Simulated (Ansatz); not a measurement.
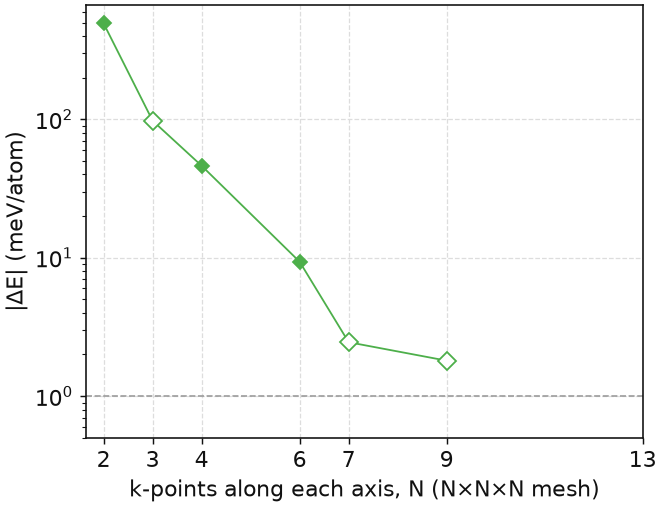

Convergence test: the k-point mesh is varied and all else is held.
The run: K (Im-3m, 1 atom in the cell), by DFT, LDA (PW92), plane waves (420 eV) with PAW, scalar-relativistic in Ansatz 0.2.0; Fermi–Dirac smearing of 0.1 eV.
ΔE is the free energy less its value at the densest setting, 13×13×13.
Dashed lines or grey bands mark the tolerance: 1 meV/atom.
On logarithmic panels, open markers lie below the reference value and filled ones above.

Question: From which setting is the free energy converged to 1 meV/atom?

Answer: The free energy at the last setting but one, 9×9×9, is still more than 1 meV/atom from the densest setting's value, so the scan doesn't show it converged. It is off by 490 meV/atom at 2×2×2, 9.3 meV/atom at 6×6×6 and 1.8 meV/atom at 9×9×9 (on both sides of it).
